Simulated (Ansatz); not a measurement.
Geometry relaxation, with input and output: Ti₂O (part 2 of 2)

Continued. System: Ti₂O (P-3m1, 3 atoms in the cell). Method: DFT PBEsol, scalar-relativistic, plane waves, PAW, no spin polarisation (Ansatz 0.2.0); cutoff 420 eV, 18×18×10 k-mesh, Gaussian smearing of 0.1 eV. The structure derives from an entry of the Crystallography Open Database.

Geometry of the input (Å; fractional positions):
```
2.9556  0.0000  0.0000
-1.4778  2.5596  0.0000
0.0000  0.0000  4.7163
Ti 0.6667  0.3333  0.2624
Ti 0.3333  0.6667  0.7376
O  0.0000  0.0000  0.0000
```

**Log, continued**
```
SCF iter   1: F=—  HF=-5511.824788 eV  |F-HF|=—  |Δ(HF+E_count)|=         —  Δρ=1.03e-4  dr2=8.09e-8  ethr=1.33e-8  ⟨swp⟩=2.9  Hψ=40842  notcnv=0
SCF iter   2: F=—  HF=-5511.824765 eV  |F-HF|=—  |Δ(HF+E_count)|=   2.36e-5  Δρ=5.16e-5  dr2=2.04e-8  ethr=2.70e-10  ⟨swp⟩=2.5  Hψ=8020  notcnv=0
SCF iter   3: F=—  HF=-5511.824765 eV  |F-HF|=—  |Δ(HF+E_count)|=   1.10e-7  Δρ=1.58e-6  dr2=1.12e-9  ethr=6.82e-11  ⟨swp⟩=1.8  Hψ=6518  notcnv=0
iter 4 did not close the SCF: its close was put off for the readings that it lacked (scf_convergence_deferred on its scf_iter line)
SCF iter   4: F=-5511.824765 eV  HF=-5511.824765 eV  |F-HF|=1.73e-11  |Δ(HF+E_count)|=  2.45e-10  Δρ=4.04e-7  dr2=2.52e-11  ethr=3.73e-12  ⟨swp⟩=2.0  Hψ=8015  notcnv=0
iter 5 did not close the SCF: its close was put off for the readings that it lacked (scf_convergence_deferred on its scf_iter line)
SCF iter   5: F=-5511.824765 eV  HF=-5511.824765 eV  |F-HF|=3.64e-12  |Δ(HF+E_count)|=  3.64e-12  Δρ=1.82e-7  dr2=4.94e-12  ethr=1.00e-12  ⟨swp⟩=1.0  Hψ=6270  notcnv=0
iter 6 did not close the SCF: its close was put off for the readings that it lacked (scf_convergence_deferred on its scf_iter line)
SCF iter   6: F=-5511.824765 eV  HF=-5511.824765 eV  |F-HF|=9.09e-13  |Δ(HF+E_count)|=  1.82e-12  Δρ=4.81e-8  dr2=4.05e-13  ethr=1.00e-12  ⟨swp⟩=1.0  Hψ=6270  notcnv=0
iter 7 did not close the SCF: its close was put off for the readings that it lacked (scf_convergence_deferred on its scf_iter line)
SCF iter   7: F=-5511.824765 eV  HF=-5511.824765 eV  |F-HF|=0.00e0  |Δ(HF+E_count)|=    0.00e0  Δρ=4.01e-9  dr2=2.95e-15  ethr=1.00e-12  ⟨swp⟩=1.0  Hψ=6270  notcnv=0
SCF iter   8: F=-5511.824765 eV  HF=-5511.824765 eV  |F-HF|=0.00e0  |Δ(HF+E_count)|=    0.00e0  Δρ=1.20e-9  dr2=2.02e-16  ethr=1.00e-12  ⟨swp⟩=2.3  Hψ=16063  notcnv=0
SCF 6 converged in 8 iterations: F = -5511.824765 eV  dr2 = 2.02e-16
relax step   6: F+E_penalty+E_count = -5511.82476465 eV  Δ(F+E_penalty+E_count) = +4.056e-6 eV  max|allowed force component| = 5.814e-5 eV/Å  Δτ_max = 0.0000 Å  P = -0.000 GPa  Ω = 35.672 Å³  stress off target by 7.33e-3 GPa  SCF on the basis re-selected at this cell (its energy is not comparable with the rows above)  (8 SCF iters)
```

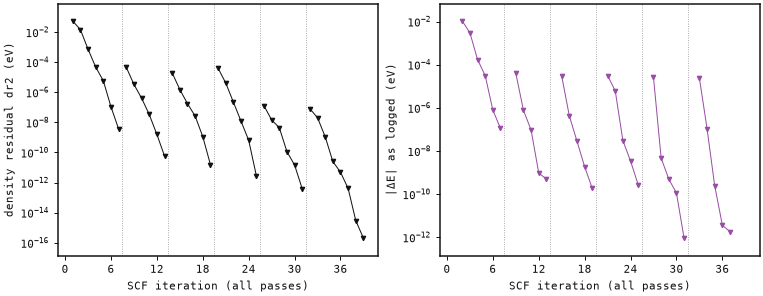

**Figure 1.** Convergence of the self-consistent field: density residual dr2 and size of the energy change against the SCF iteration. The dotted lines part the SCF passes of the relaxation: geometry steps, rejected trials and re-solves on a re-selected basis. The 6 passes take 6 to 8 iterations each, 39 in all.

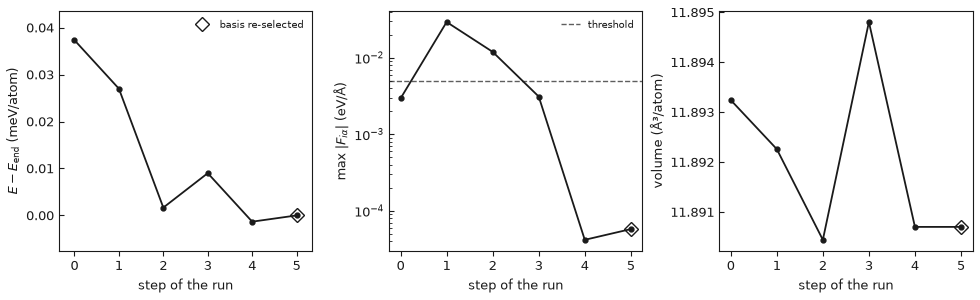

**Figure 2.** Progress of the relaxation, step by step (the first geometry is step 0 here and step 1 in the log). Over 4 geometry steps the energy falls by next to nothing (0.0 meV per atom). The largest force component goes from 0.003 to under 0.0001 eV/Å. Pressure: −0.01 GPa at the start and 0.00 GPa at the end. The atoms keep their places relative to the cell (all moves are under 0.005 Å). The space group stays P-3m1 (No. 164). A last SCF at the same geometry on a re-selected plane-wave basis shifts the energy by +0.0 meV per atom.

```
basis re-selected at this cell: Δ(F+E_penalty+E_count) = +4.056e-6 eV, ΔP = -0.001 GPa vs the last step (what re-selecting the basis moved, of the pressure what is left beyond the Pulay correction that the steps carried, after the strain that the cell walked since its last selection, with what the two solves' SCF thresholds leave and, on support functions, any second-order correction that the steps lacked; it is no measure of the basis error at this ecutwfc). This SCF's stress stands 7.33e-3 GPa from its target on what of the cell is left free (relax.cell.stress_tol is 5.00e-2 GPa) and its largest allowed force component is 5.81e-5 eV/Å (relax.f_tol is 5.00e-3 eV/Å): within both
SCF converged after 8 iterations
Free energy (F): -5511.824765 eV
Harris-Foulkes:  -5511.824765 eV  (|F-HF|=0.00e0)
Internal energy: -5511.819575 eV  (E = F + TS)
E sigma→0 (E₀):  -5511.822170 eV
Entropy (-TS):   -0.005190 eV (-1.730 meV/atom)
Fermi energy:    15.552465 eV
--- Per-component energies (eV) ---
  E_band       = -253.217571
  E_kinetic    = 723.923490
  E_local      = -1749.104549  (includes V_loc(G=0)·N_el)
  E_nonlocal   = 65.874534
  E_hartree    = 710.995794
  E_xc         = -268.598303
  E_vxc        = -339.734428  (∫ρ·V_xc dr)
  E_paw        = -2197.171067  (= ΣΔE_a)
  E_vpaw       = -376.170791  (= ΣTr[D̂ρ^β])
  E_aug_tail   = 0.002585  (compensation charges beyond the density's cutoff)
  E_ewald      = -2798.056115
  E_core_change = 0.314057  (= ΣΔE_core)
  E_smearing   = -0.005190  (= −TS)
  E_closure    = -0.000000  (closes the sum)
  Σ components = -5511.824765   (vs F -5511.824765, Δ=0.00e0)
--- Forces (eV/Å), atoms counted from 1 ---
  atom   1  Ti    -0.00000000    -0.00000000    -0.00005814
  atom   2  Ti     0.00000000     0.00000000     0.00005814
  atom   3  O      0.00000000     0.00000000     0.00000000
  max |Σ_I F_I| component: 2.03e-20 eV/Å
--- Stress (GPa, compression-positive) ---
       -0.003919      -0.000000      -0.000000
        0.000000      -0.003919      -0.000000
       -0.000000       0.000000       0.007328
  P = ⅓ Tr σ = -0.0002 GPa (-0.002 kbar)
--- Band table (eV; the first three rows and the last of 330) ---
  k-point 0: bands = ["-41.3740", "-41.2351", "-18.1764", "-17.4811", "-17.4811", "-17.3914", "-17.3914", "-17.3644", "-5.6692", "7.6527", "9.1923", "9.1923", "11.9012", "15.5408", "15.7488", "16.1257", "16.1257", "16.5961", "16.5961"]
  k-point 1: bands = ["-41.3709", "-41.2383", "-18.1577", "-17.4794", "-17.4794", "-17.3932", "-17.3932", "-17.3855", "-5.6630", "7.6110", "9.1858", "9.1858", "12.0196", "15.3038", "15.9899", "16.0824", "16.0824", "16.5404", "16.5404"]
  k-point 2: bands = ["-41.3617", "-41.2477", "-18.1031", "-17.4744", "-17.4744", "-17.4465", "-17.3982", "-17.3982", "-5.6469", "7.5084", "9.1691", "9.1691", "12.3482", "14.9981", "15.9369", "15.9369", "16.2953", "16.6731", "16.6731"]
  k-point 329: bands = ["-41.2196", "-41.2196", "-17.9308", "-17.9308", "-17.8558", "-17.8163", "-17.4718", "-17.4718", "-5.1887", "7.7082", "7.7082", "8.4914", "14.2900", "14.8181", "14.8181", "16.6356", "16.6356", "16.8773", "18.4745"]
--- Relaxed structure (5 steps of the walk, 5 accepted, 1 SCFs on fresh bases) ---
  F+E_penalty+E_count = -5511.82476465 eV   max|allowed force component| = 5.814e-5 eV/Å   (the final SCF, on the basis selected at the relaxed cell)
  cell:  # Å, volume = 35.6721 Å³
    - [2.9529519780703994, -9.221647981056397e-34, 0.0]
    - [-1.4764759890351997, 2.5573314291644746, -1.197927212452848e-33]
    - [0.0, -2.207299111178656e-33, 4.723733659910174]
  atoms:
    - { symbol: Ti, position: [0.6666666666666667, 0.3333333333333333, 0.26267497116095284] }
    - { symbol: Ti, position: [0.3333333333333333, 0.6666666666666666, 0.7373250288390473] }
    - { symbol: O, position: [5.235611409196072e-35, -9.944237079490511e-36, -1.915686466595041e-21] }
```

**Trajectory as extended XYZ (Å, eV, eV/Å), 6 frames, from step=1 to step=6**
```
3
Lattice="2.9556 0.0000 0.0000 -1.4778 2.5596 0.0000 0.0000 0.0000 4.7163" Properties=species:S:1:pos:R:3:forces:R:3 step=1 energy=-5511.82465 pressure_GPa=-0.01
Ti    1.4778    0.8532    1.2376    0.0000   0.0000   0.0030
Ti    0.0000    1.7064    3.4788    0.0000   0.0000  -0.0030
O     0.0000    0.0000    0.0000    0.0000   0.0000   0.0000
3
Lattice="2.9521 0.0000 0.0000 -1.4761 2.5566 0.0000 0.0000 0.0000 4.7270" Properties=species:S:1:pos:R:3:forces:R:3 step=2 energy=-5511.82468 pressure_GPa=0.01
Ti    1.4761    0.8522    1.2402    0.0000   0.0000   0.0293
Ti    0.0000    1.7044    3.4869    0.0000   0.0000  -0.0293
O     0.0000    0.0000    0.0000    0.0000   0.0000   0.0000
3
Lattice="2.9533 0.0000 0.0000 -1.4766 2.5576 0.0000 0.0000 0.0000 4.7226" Properties=species:S:1:pos:R:3:forces:R:3 step=3 energy=-5511.82476 pressure_GPa=0.03
Ti    1.4766    0.8525    1.2396    0.0000   0.0000   0.0120
Ti    0.0000    1.7051    3.4830    0.0000   0.0000  -0.0120
O     0.0000    0.0000    0.0000    0.0000   0.0000   0.0000
3
Lattice="2.9532 0.0000 0.0000 -1.4766 2.5576 0.0000 0.0000 0.0000 4.7245" Properties=species:S:1:pos:R:3:forces:R:3 step=4 energy=-5511.82474 pressure_GPa=-0.07
Ti    1.4766    0.8525    1.2412    0.0000   0.0000  -0.0031
Ti    0.0000    1.7050    3.4833    0.0000   0.0000   0.0031
O     0.0000    0.0000    0.0000    0.0000   0.0000   0.0000
3
Lattice="2.9530 0.0000 0.0000 -1.4765 2.5573 0.0000 0.0000 0.0000 4.7237" Properties=species:S:1:pos:R:3:forces:R:3 step=5 energy=-5511.82477 pressure_GPa=0.00
Ti    1.4765    0.8524    1.2408    0.0000   0.0000   0.0000
Ti    0.0000    1.7049    3.4829    0.0000   0.0000   0.0000
O     0.0000    0.0000    0.0000    0.0000   0.0000   0.0000
3
Lattice="2.9530 0.0000 0.0000 -1.4765 2.5573 0.0000 0.0000 0.0000 4.7237" Properties=species:S:1:pos:R:3:forces:R:3 step=6 energy=-5511.82477 pressure_GPa=-0.00
Ti    1.4765    0.8524    1.2408    0.0000   0.0000  -0.0001
Ti    0.0000    1.7049    3.4829    0.0000   0.0000   0.0001
O     0.0000    0.0000    0.0000    0.0000   0.0000   0.0000
```

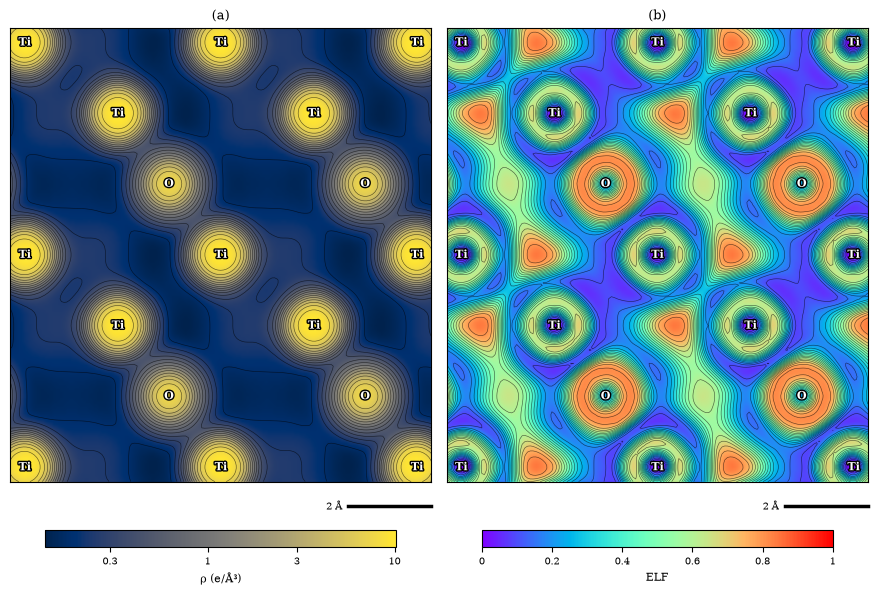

**Figure 3.** (a) valence charge density (pseudo); (b) electron localisation function on the (110) plane of the conventional cell. The section cuts through Ti and O sites. Ti–O (2.11 Å): ρ is about 0.46 e/Å³ halfway; the ELF is about 0.10 at the midpoint; a polar contact without a shared pair, in a metal. Ti–Ti (2.82 Å): ρ at the midpoint is about 0.23 e/Å³; the ELF is about 0.30 at the midpoint; no localised pair between them. Away from the nuclei the density in this plane falls to 0.14 e/Å³ at its lowest.  The strong features right at Ti lie inside the PAW spheres (semicore, d or f shells) and say nothing about bonding. In a PAW calculation such maps are meaningful between the atoms, not at the nuclei.

**Results in brief**

| quantity | value |
| --- | --- |
| outcome | converged |
| space group (tolerance 0.01 Å) | P-3m1 (164) |
| electrons treated | 30 |
| free energy | −5511.8248 eV |
| Fermi energy | 15.552 eV |
| gap on the k-point mesh | none (metallic) |
| pressure | 0.00 GPa |
| final volume | 35.67 Å³ |
| largest force (length of the vector) at the end | under 0.001 eV/Å |
| final cell | a = 2.953 Å, b = 2.953 Å, c = 4.724 Å, α = 90.00°, β = 90.00°, γ = 120.00° |
| wall time | 81 s |
| peak memory | 0.55 GiB |
